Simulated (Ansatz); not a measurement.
Single-point calculation, with input and output: Ni (part 3 of 3)

Ni (Fm-3m, 3 atoms in the cell); DFT, LDA, PAW, plane waves, scalar-relativistic (Ansatz 0.2.0); cutoff 420 eV, 6×8×5 k-mesh, Fermi–Dirac smearing of 0.1 eV, non-collinear spins. The structure derives from an entry of the Crystallography Open Database. It belongs to a series of runs on one base structure; here: flat spiral with wave vector (0 1 0) of the cell.

Geometry of the input (Å; fractional positions):
```
1.7673  1.7673  3.5347
3.5347  1.7673  1.7673
3.5347  5.3021  1.7673
Ni 0.0000  0.0000  0.0000
Ni 0.3333  0.6667  0.6667
Ni 0.6667  0.3333  0.3333
```

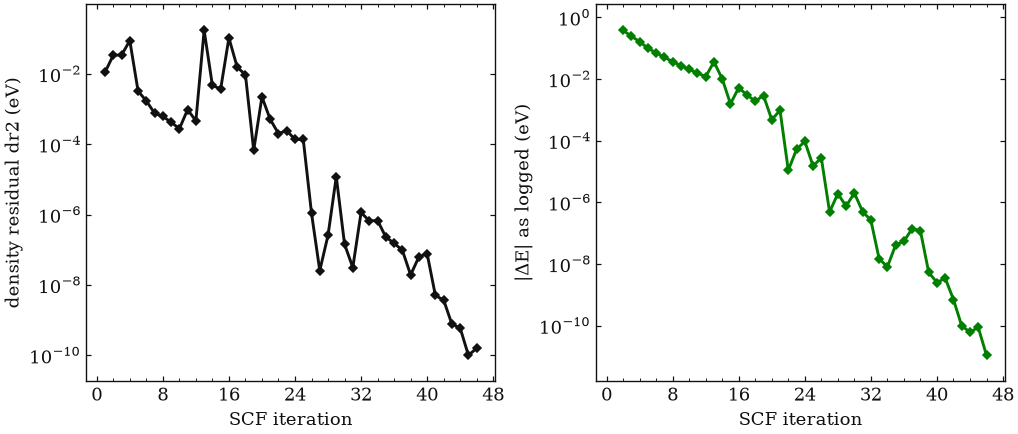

*Convergence of the self-consistent field: density residual dr2 and size of the energy change against the SCF iteration.*

The residual falls unevenly and jumps up by a factor of two or more 10 times on the way down.

```
No search for a lower state was made along the close's negative reading: the deck asks for none (scf.lower_state_search: off) (following: asked_to_warn; scf.lower_state_search in the input reference).
SCF converged after 46 iterations
Magnetization: |M| = 0.0000 μB,  M = (+0.0000, +0.0000, +0.0000) μB
Absolute magnetization: 0.0000 μB (∫|m|, with the PAW one-centre terms)
  site 0: m = (+0.0000, +0.0000, +0.0000) μB, |m| = 0.0000 μB  (R = 1.03 Å)
  site 1: m = (+0.0000, +0.0000, +0.0000) μB, |m| = 0.0000 μB  (R = 1.03 Å)
  site 2: m = (+0.0000, +0.0000, +0.0000) μB, |m| = 0.0000 μB  (R = 1.03 Å)
Free energy (F): -17319.946611 eV
Harris-Foulkes:  -17319.946611 eV  (|F-HF|=1.56e-10)
Internal energy: -17319.679635 eV  (E = F + TS)
E sigma→0 (E₀):  -17319.813123 eV
Entropy (-TS):   -0.266976 eV (-88.992 meV/atom)
Fermi energy:    17.231048 eV
--- Per-component energies (eV) ---
  E_band       = -879.362537
  E_kinetic    = 847.994588
  E_local      = -10391.687216  (includes V_loc(G=0)·N_el)
  E_nonlocal   = 1916.173862
  E_hartree    = 4326.199487
  E_xc         = -253.059585
  E_vxc        = -327.574511  (∫ρ·V_xc dr)
  E_paw        = -4689.197802  (= ΣΔE_a)
  E_vpaw       = -1576.669537  (= ΣTr[D̂ρ^β])
  E_aug_tail   = 0.001176  (compensation charges beyond the density's cutoff)
  E_ewald      = -9077.406507
  E_core_change = 1.302361  (= ΣΔE_core)
  E_smearing   = -0.266976  (= −TS)
  E_closure    = 0.000000  (closes the sum)
  Σ components = -17319.946611   (vs F -17319.946611, Δ=0.00e0)
--- Forces (eV/Å), atoms counted from 1 ---
  atom   1  Ni    -0.00000024     0.00000002    -0.00000023
  atom   2  Ni    -0.00000116     0.00000002    -0.00000115
  atom   3  Ni     0.00000140    -0.00000004     0.00000139
  max |Σ_I F_I| component: 6.32e-12 eV/Å
--- Stress (GPa, compression-positive) ---
      -19.709587      -0.163965      -0.087860
       -0.163965     -19.862427      -0.196210
       -0.087860      -0.196210     -19.916834
  P = ⅓ Tr σ = -19.8296 GPa (-198.296 kbar)
--- Band table (eV; the first three rows and the last of 122) ---
  k-point 0: bands = ["-84.9718", "-84.9718", "-84.9303", "-84.9303", "-84.9303", "-84.9303", "-45.8224", "-45.8223", "-45.8223", "-45.8223", "-45.8111", "-45.8111", "-45.8111", "-45.8111", "-45.7212", "-45.7212", "-45.7212", "-45.7212", "-45.6769", "-45.6769", "-45.6671", "-45.6671", "-45.6640", "-45.6640", "8.3819", "8.3819", "14.0248", "14.0248", "14.0248", "14.0248", "14.2002", "14.2003", "14.2003", "14.2003", "15.1289", "15.1289", "15.1289", "15.1289", "15.3556", "15.3556", "15.3608", "15.3608", "15.3631", "15.3631", "16.3614", "16.3614", "16.3614", "16.3614", "16.4724", "16.4724", "16.4764", "16.4764", "16.9203", "16.9203", "16.9203", "16.9203", "22.1585", "22.1585", "22.1585", "22.1585", "24.8463", "24.8463", "24.8463", "24.8463", "27.7902", "27.7902"]
  k-point 1: bands = ["-84.9667", "-84.9667", "-84.9341", "-84.9341", "-84.9316", "-84.9316", "-45.8641", "-45.8641", "-45.8447", "-45.8447", "-45.7747", "-45.7747", "-45.7500", "-45.7500", "-45.7246", "-45.7246", "-45.7095", "-45.7095", "-45.6947", "-45.6947", "-45.6823", "-45.6823", "-45.6742", "-45.6742", "9.0060", "9.0060", "13.5645", "13.5645", "13.6813", "13.6813", "14.1910", "14.1911", "14.6978", "14.6978", "15.1652", "15.1652", "15.2781", "15.2781", "15.3462", "15.3462", "15.5084", "15.5084", "15.5164", "15.5164", "15.8522", "15.8522", "16.2562", "16.2562", "16.3164", "16.3164", "16.5291", "16.5291", "17.0128", "17.0128", "17.2216", "17.2216", "20.2268", "20.2268", "20.7071", "20.7071", "23.8216", "23.8216", "24.9669", "24.9669", "30.6747", "30.6747"]
  k-point 2: bands = ["-84.9541", "-84.9541", "-84.9403", "-84.9403", "-84.9380", "-84.9380", "-45.8888", "-45.8888", "-45.8253", "-45.8252", "-45.7622", "-45.7622", "-45.7323", "-45.7323", "-45.7143", "-45.7143", "-45.7040", "-45.7040", "-45.7014", "-45.7014", "-45.6991", "-45.6991", "-45.6937", "-45.6937", "10.7229", "10.7229", "12.7569", "12.7569", "12.8918", "12.8918", "14.3884", "14.3884", "14.7336", "14.7336", "15.2527", "15.2527", "15.2876", "15.2876", "15.3960", "15.3960", "15.6020", "15.6020", "15.8118", "15.8118", "16.0369", "16.0369", "16.3022", "16.3022", "16.3489", "16.3489", "16.7772", "16.7772", "17.1583", "17.1583", "17.1721", "17.1722", "17.6244", "17.6244", "18.0982", "18.0982", "23.1590", "23.1590", "28.7034", "28.7034", "33.4584", "33.4584"]
  k-point 121: bands = ["-84.9548", "-84.9548", "-84.9490", "-84.9490", "-84.9287", "-84.9287", "-45.8702", "-45.8702", "-45.7964", "-45.7964", "-45.7751", "-45.7751", "-45.7506", "-45.7506", "-45.7459", "-45.7459", "-45.7196", "-45.7196", "-45.6976", "-45.6976", "-45.6841", "-45.6841", "-45.6787", "-45.6787", "10.6589", "10.6589", "11.5620", "11.5620", "13.0004", "13.0004", "13.5983", "13.5983", "14.7853", "14.7853", "14.8790", "14.8790", "15.4295", "15.4295", "15.5517", "15.5517", "15.7214", "15.7214", "15.7816", "15.7816", "16.2477", "16.2477", "16.2940", "16.2940", "16.8493", "16.8493", "17.1592", "17.1592", "17.2132", "17.2132", "17.2320", "17.2320", "17.3082", "17.3082", "19.2150", "19.2150", "27.4522", "27.4522", "30.7762", "30.7762", "31.8254", "31.8254"]
```

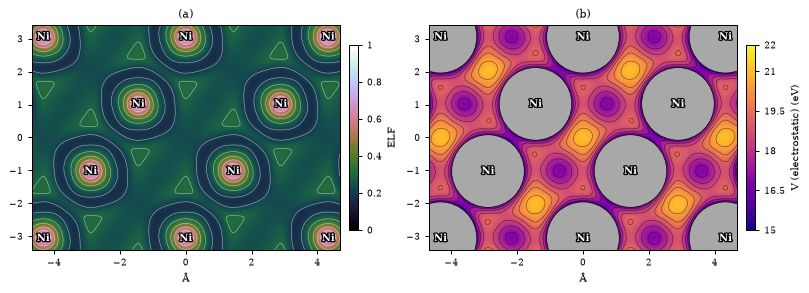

*(a) electron localisation function; (b) electrostatic potential energy of an electron on the (011̄) plane of the calculation cell. Grey discs, where drawn, cover atomic cores.*

Atoms in the plane: Ni. Ni–Ni (2.50 Å): the ELF is about 0.25 at the midpoint; no localised pair between them. The strong features right at Ni lie inside the PAW spheres (semicore, d or f shells) and say nothing about bonding. Outside the cores the potential energy rises away from the atoms and is highest about 1.7 Å from the nearest atoms; outside the discs it spans about 5 eV, and its zero is arbitrary. Core electrons are frozen (PAW), so the fields are smoothed inside the atomic spheres.

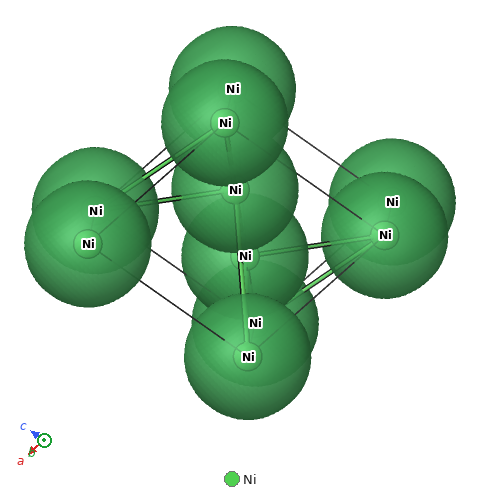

*Isosurface of the valence charge density (pseudo) at 0.5 e/Å³ (green), seen at an oblique angle. Sticks mark near contacts. The outline is the calculation cell.*

At this value the density breaks into separate islands; it holds about 85 % of the electrons treated as valence (semicore included). It is pinched off along the Ni–Ni (2.50 Å) contacts. On the grid the lowest density along these lines, outside the cores, is 0.31 e/Å³ (Ni–Ni, 2.50 Å).
